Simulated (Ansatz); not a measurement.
**Cadmium, hcp under r²SCAN: testing the plane-wave cutoff, part 1 of 2**

A convergence test of the plane-wave cutoff. The geometry was relaxed under r²SCAN beforehand and stays fixed; 9 values are run, from 150 to 800 eV. Wanted are the values from which on the energy stays within 10 and 1 meV/atom, and the pressure within 0.5 GPa, of the last run. Within the series other settings stay, but some runs also write fields, which adds to their time. Spin polarisation is left out.

Method: DFT r²SCAN, plane waves with PAW, scalar-relativistic, in Ansatz 0.2.0.

## (1) The starting structure

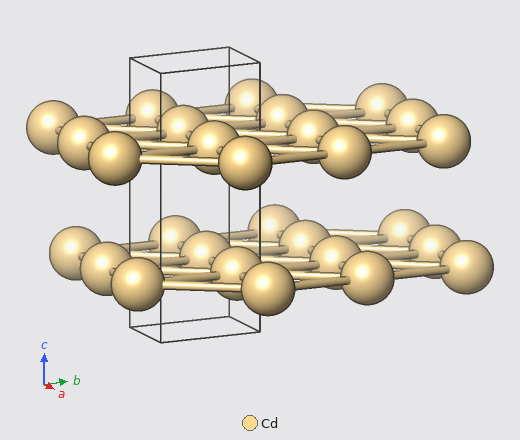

Start, viewed slightly off an axis; cadmium orange. 2×2×1 cells are drawn. Any atoms on the faces are drawn again on the opposite ones, and bonded neighbours outside are added.

Coordinates:

```
CELL_PARAMETERS angstrom
2.95090 0.00000 0.00000
-1.47545 2.55555 0.00000
0.00000 0.00000 5.88385
ATOMIC_POSITIONS crystal
Cd 0.33333 0.66667 0.25000
Cd 0.66667 0.33333 0.75000
```

## (2) A run at the usual settings, for scale

input.yaml

```yaml
crystal:
  lattice:
    - [2.9509006248, 0.0, 0.0]
    - [-1.4754503124, 2.5555549051, 0.0]
    - [0.0, 0.0, 5.8838547497]
  atoms:
    - { symbol: Cd, position: [0.3333333333, 0.6666666667, 0.25] }
    - { symbol: Cd, position: [0.6666666667, 0.3333333333, 0.75] }
hamiltonian:
  xc: r2scan
  pseudopotentials:
    kind: paw
    azcp:
      Cd: "pseudopotentials/Cd.paw.azcp"
basis:
  ecutwfc: 500
  fft_grid_basis: typed
kpoints:
  mp_grid: { grid: [20, 20, 9], shift: [0, 0, 0] }
magnetization:
  spin_polarized: false
scf:
  occupations: { method: fermi_dirac, width: 0.1 }
  lower_state_search: "off"
output:
  stress: true
```

Started as:

```console
$ ansatz run input.yaml --threads 2 --pin off --max-ram 5120MiB --backend cpu --events-out ev --progress --plain --runs-dir out
```

Standard output, cut to the lines that bear on the results:

```text
Warning: RAYON_NUM_THREADS=2 ignored (pool sized by the plan → 2); use --threads N
[...]
Pseudopotentials: kind: paw
Pseudopotential: Cd, paw, valence charge 20, recommended cutoff 500 eV (meta_gga), <dir>
Functional definition: r2SCAN
[...]
Crystal: 2 atoms, lattice volume = 44.371 Å³
Basis set: ecut = 500 eV, 1113 PW (Γ), exchange–correlation on 96×96×180 points (64 copies of the dense FFT grid, shifted against one another)
Bands: 24, of which v1, the nominal top of the filled ones, is band 20 counted from 1 (19 counted from 0)
Symmetry: 24 space group operations
Space group: P63/mmc (ITA 194), of the structure as read, at distance tolerance 3.5e-5 Å
k-points: 220 of 3600
[...]
SCF iter   1: F=-16536.364837 eV  HF=-16536.362433 eV  |F-HF|=2.40e-3  |Δ(HF+E_count)|=         —  Δρ=6.18e-3  dr2=9.11e-3  dr2_τ=1.31e-2  ethr=1.77e-3  ⟨swp⟩=5.6  Hψ=21009  notcnv=0
[...]
SCF iter   7: F=-16536.368257 eV  HF=-16536.368257 eV  |F-HF|=1.02e-7  |Δ(HF+E_count)|=   8.76e-7  Δρ=1.27e-5  dr2=9.58e-8  dr2_τ=1.77e-9  ethr=2.50e-10  ⟨swp⟩=2.8  Hψ=18816  notcnv=0
[...]
SCF converged after 7 iterations
Free energy (F): -16536.368257 eV
[...]
E sigma→0 (E₀):  -16536.361337 eV
Entropy (-TS):   -0.013841 eV (-6.920 meV/atom)
Fermi energy:    14.197950 eV
[...]
--- Stress (GPa, compression-positive) ---
        0.039154      -0.000000       0.000000
        0.000000       0.039154       0.000000
        0.000000       0.000000       0.072643
  P = ⅓ Tr σ = 0.0503 GPa (0.503 kbar)
```

Wall time 12 s (2 threads of Arm Neoverse V1, shared host); peak memory 0.56 GiB.

## (3) With a cutoff of 150 eV

The run at 150 eV.

input.yaml, as its differences from that of step 2:

```diff
@@ -15,6 +15,6 @@
 basis:
-  ecutwfc: 500
+  ecutwfc: 150
   fft_grid_basis: typed
 kpoints:
-  mp_grid: { grid: [20, 20, 9], shift: [0, 0, 0] }
+  mp_grid: { grid: [12, 12, 6], shift: [0, 0, 0] }
 magnetization:
@@ -26 +26,5 @@
   stress: true
+  write_density: true
+  write_potential: true
+  elf: true
+  volumetric_format: npy
```

Started as:

```console
$ ansatz run input.yaml --threads 2 --pin off --max-ram 5120MiB --backend cpu --events-out ev --progress --plain --runs-dir out
```

Standard output, cut to the lines that bear on the results:

```text
Warning: basis.ecutwfc = 150 eV is below the records' recommended 500 eV, and the density's cutoff is lower with it unless basis.ecutrho_ratio is high enough to keep the records' density cutoff: compare with a run at a higher cutoff
Warning: RAYON_NUM_THREADS=2 ignored (pool sized by the plan → 2); use --threads N
[...]
Pseudopotentials: kind: paw
Pseudopotential: Cd, paw, valence charge 20, recommended cutoff 500 eV (meta_gga), <dir>
Functional definition: r2SCAN
[...]
Crystal: 2 atoms, lattice volume = 44.371 Å³
Basis set: ecut = 150 eV, 173 PW (Γ), exchange–correlation on 48×48×96 points (64 copies of the dense FFT grid, shifted against one another)
Bands: 24, of which v1, the nominal top of the filled ones, is band 20 counted from 1 (19 counted from 0)
Symmetry: 24 space group operations
Space group: P63/mmc (ITA 194), of the structure as read, at distance tolerance 3.5e-5 Å
k-points: 76 of 864
[...]
SCF iter   1: F=-16343.736318 eV  HF=-16414.170487 eV  |F-HF|=7.04e1  |Δ(HF+E_count)|=         —  Δρ=5.43e-1  dr2=7.66e1  dr2_τ=5.24e0  ethr=1.77e-3  ⟨swp⟩=4.1  Hψ=6298  notcnv=0
[...]
SCF iter   9: F=-16375.753913 eV  HF=-16375.753913 eV  |F-HF|=4.06e-9  |Δ(HF+E_count)|=   5.58e-7  Δρ=4.47e-6  dr2=1.39e-8  dr2_τ=1.10e-10  ethr=2.50e-10  ⟨swp⟩=6.0  Hψ=8741  notcnv=0
[...]
SCF converged after 9 iterations
Free energy (F): -16375.753913 eV
[...]
E sigma→0 (E₀):  -16375.744526 eV
Entropy (-TS):   -0.018774 eV (-9.387 meV/atom)
Fermi energy:    14.881477 eV
[...]
--- Stress (GPa, compression-positive) ---
      -26.311375      -0.000000       0.000000
        0.000000     -26.311375       0.000000
        0.000000       0.000000     -18.203649
  P = ⅓ Tr σ = -23.6088 GPa (-236.088 kbar)
--- Band table (eV; the first three rows and the last of 76) ---
  k-point 0: bands = ["-105.6541", "-104.8989", "-64.8832", "-63.5207", "-63.5207", "-63.4849", "-62.8173", "-62.8173", "-0.1450", "-0.1450", "2.3012", "3.4303", "3.4955", "3.4955", "3.7784", "3.7784", "4.4146", "4.4146", "5.9333", "10.6395", "12.6685", "24.5161", "28.9683", "29.9066"]
[...]
```

Wall time 1.6 s (2 threads of Arm Neoverse V1, shared host); peak memory 0.28 GiB.

## (4) With a cutoff of 200 eV

The run at 200 eV.

input.yaml, as its differences from that of step 3:

```diff
@@ -15,3 +15,3 @@
 basis:
-  ecutwfc: 150
+  ecutwfc: 200
   fft_grid_basis: typed
@@ -26,5 +26 @@
   stress: true
-  write_density: true
-  write_potential: true
-  elf: true
-  volumetric_format: npy
```

Started as:

```console
$ ansatz run input.yaml --threads 2 --pin off --max-ram 5120MiB --backend cpu --events-out ev --progress --plain --runs-dir out
```

Standard output, cut to the lines that bear on the results:

```text
Warning: basis.ecutwfc = 200 eV is below the records' recommended 500 eV, and the density's cutoff is lower with it unless basis.ecutrho_ratio is high enough to keep the records' density cutoff: compare with a run at a higher cutoff
Warning: RAYON_NUM_THREADS=2 ignored (pool sized by the plan → 2); use --threads N
[...]
Pseudopotentials: kind: paw
Pseudopotential: Cd, paw, valence charge 20, recommended cutoff 500 eV (meta_gga), <dir>
Functional definition: r2SCAN
[...]
Crystal: 2 atoms, lattice volume = 44.371 Å³
Basis set: ecut = 200 eV, 271 PW (Γ), exchange–correlation on 60×60×120 points (64 copies of the dense FFT grid, shifted against one another)
Bands: 24, of which v1, the nominal top of the filled ones, is band 20 counted from 1 (19 counted from 0)
Symmetry: 24 space group operations
Space group: P63/mmc (ITA 194), of the structure as read, at distance tolerance 3.5e-5 Å
k-points: 76 of 864
[...]
SCF iter   1: F=-16507.715577 eV  HF=-16512.674076 eV  |F-HF|=4.96e0  |Δ(HF+E_count)|=         —  Δρ=1.60e-1  dr2=5.20e0  dr2_τ=8.94e-1  ethr=1.77e-3  ⟨swp⟩=3.4  Hψ=6645  notcnv=0
[...]
SCF iter   8: F=-16510.385426 eV  HF=-16510.385426 eV  |F-HF|=1.88e-9  |Δ(HF+E_count)|=   2.08e-8  Δρ=1.31e-5  dr2=8.53e-8  dr2_τ=1.44e-9  ethr=2.50e-10  ⟨swp⟩=2.0  Hψ=6387  notcnv=0
[...]
SCF converged after 8 iterations
Free energy (F): -16510.385426 eV
[...]
E sigma→0 (E₀):  -16510.379297 eV
Entropy (-TS):   -0.012257 eV (-6.129 meV/atom)
Fermi energy:    14.299139 eV
[...]
--- Stress (GPa, compression-positive) ---
       -1.863258      -0.000000       0.000000
       -0.000000      -1.863258       0.000000
        0.000000       0.000000      -2.842342
  P = ⅓ Tr σ = -2.1896 GPa (-21.896 kbar)
```

It took 1.7 s on 2 threads of Arm Neoverse V1, shared host; peak memory 0.3 GiB.

## (5) With a cutoff of 250 eV

The run at 250 eV.

input.yaml, as its differences from that of step 4:

```diff
@@ -15,3 +15,3 @@
 basis:
-  ecutwfc: 200
+  ecutwfc: 250
   fft_grid_basis: typed
```

Started as:

```console
$ ansatz run input.yaml --threads 2 --pin off --max-ram 5120MiB --backend cpu --events-out ev --progress --plain --runs-dir out
```

Standard output, cut to the lines that bear on the results:

```text
Warning: basis.ecutwfc = 250 eV is below the records' recommended 500 eV, and the density's cutoff is lower with it unless basis.ecutrho_ratio is high enough to keep the records' density cutoff: compare with a run at a higher cutoff
Warning: RAYON_NUM_THREADS=2 ignored (pool sized by the plan → 2); use --threads N
[...]
Pseudopotentials: kind: paw
Pseudopotential: Cd, paw, valence charge 20, recommended cutoff 500 eV (meta_gga), <dir>
Functional definition: r2SCAN
[...]
Crystal: 2 atoms, lattice volume = 44.371 Å³
Basis set: ecut = 250 eV, 411 PW (Γ), exchange–correlation on 64×64×128 points (64 copies of the dense FFT grid, shifted against one another)
Bands: 24, of which v1, the nominal top of the filled ones, is band 20 counted from 1 (19 counted from 0)
Symmetry: 24 space group operations
Space group: P63/mmc (ITA 194), of the structure as read, at distance tolerance 3.5e-5 Å
k-points: 76 of 864
[...]
SCF iter   1: F=-16533.152756 eV  HF=-16533.291808 eV  |F-HF|=1.39e-1  |Δ(HF+E_count)|=         —  Δρ=3.73e-2  dr2=1.99e-1  dr2_τ=1.11e-1  ethr=1.77e-3  ⟨swp⟩=4.1  Hψ=6785  notcnv=0
[...]
SCF iter   7: F=-16533.260306 eV  HF=-16533.260306 eV  |F-HF|=4.33e-9  |Δ(HF+E_count)|=   7.32e-8  Δρ=6.50e-6  dr2=1.69e-8  dr2_τ=4.47e-10  ethr=2.50e-10  ⟨swp⟩=4.0  Hψ=6026  notcnv=0
[...]
SCF converged after 7 iterations
Free energy (F): -16533.260306 eV
[...]
E sigma→0 (E₀):  -16533.254807 eV
Entropy (-TS):   -0.010999 eV (-5.499 meV/atom)
Fermi energy:    14.182902 eV
[...]
--- Stress (GPa, compression-positive) ---
        0.536018       0.000000       0.000000
        0.000000       0.536018       0.000000
        0.000000       0.000000      -0.439789
  P = ⅓ Tr σ = 0.2107 GPa (2.107 kbar)
```

Wall time 2 s (2 threads of Arm Neoverse V1, shared host); peak memory 0.32 GiB.

## (6) With a cutoff of 300 eV

The run at 300 eV.

input.yaml, as its differences from that of step 5:

```diff
@@ -15,3 +15,3 @@
 basis:
-  ecutwfc: 250
+  ecutwfc: 300
   fft_grid_basis: typed
@@ -26 +26,5 @@
   stress: true
+  write_density: true
+  write_potential: true
+  elf: true
+  volumetric_format: npy
```

Started as:

```console
$ ansatz run input.yaml --threads 2 --pin off --max-ram 5120MiB --backend cpu --events-out ev --progress --plain --runs-dir out
```

Standard output, cut to the lines that bear on the results:

```text
Warning: basis.ecutwfc = 300 eV is below the records' recommended 500 eV, and the density's cutoff is lower with it unless basis.ecutrho_ratio is high enough to keep the records' density cutoff: compare with a run at a higher cutoff
Warning: RAYON_NUM_THREADS=2 ignored (pool sized by the plan → 2); use --threads N
[...]
Pseudopotentials: kind: paw
Pseudopotential: Cd, paw, valence charge 20, recommended cutoff 500 eV (meta_gga), <dir>
Functional definition: r2SCAN
[...]
Crystal: 2 atoms, lattice volume = 44.371 Å³
Basis set: ecut = 300 eV, 503 PW (Γ), exchange–correlation on 72×72×144 points (64 copies of the dense FFT grid, shifted against one another)
Bands: 24, of which v1, the nominal top of the filled ones, is band 20 counted from 1 (19 counted from 0)
Symmetry: 24 space group operations
Space group: P63/mmc (ITA 194), of the structure as read, at distance tolerance 3.5e-5 Å
k-points: 76 of 864
[...]
SCF iter   1: F=-16536.132714 eV  HF=-16536.123336 eV  |F-HF|=9.38e-3  |Δ(HF+E_count)|=         —  Δρ=8.14e-3  dr2=8.56e-3  dr2_τ=1.89e-2  ethr=1.77e-3  ⟨swp⟩=4.6  Hψ=6907  notcnv=0
[...]
SCF iter   7: F=-16536.134701 eV  HF=-16536.134701 eV  |F-HF|=8.80e-9  |Δ(HF+E_count)|=   1.01e-7  Δρ=3.79e-6  dr2=8.14e-9  dr2_τ=1.19e-10  ethr=2.50e-10  ⟨swp⟩=6.4  Hψ=9338  notcnv=0
[...]
SCF converged after 7 iterations
Free energy (F): -16536.134701 eV
[...]
E sigma→0 (E₀):  -16536.129220 eV
Entropy (-TS):   -0.010960 eV (-5.480 meV/atom)
Fermi energy:    14.154655 eV
[...]
--- Stress (GPa, compression-positive) ---
       -0.115589       0.000000       0.000000
        0.000000      -0.115589       0.000000
        0.000000       0.000000       0.288861
  P = ⅓ Tr σ = 0.0192 GPa (0.192 kbar)
--- Band table (eV; the first three rows and the last of 76) ---
  k-point 0: bands = ["-92.0186", "-92.0181", "-52.1553", "-52.1436", "-52.1038", "-52.1038", "-52.1026", "-52.1026", "3.7520", "3.9389", "4.4257", "4.4257", "4.4611", "4.4611", "5.0098", "5.0098", "5.1943", "5.1943", "5.1951", "10.3483", "11.0705", "23.3618", "28.1038", "28.8015"]
[...]
```

Run time: 3 s. Hardware: 2 threads of Arm Neoverse V1, shared host; peak memory 0.36 GiB.

(Continued in part 2 of 2.)
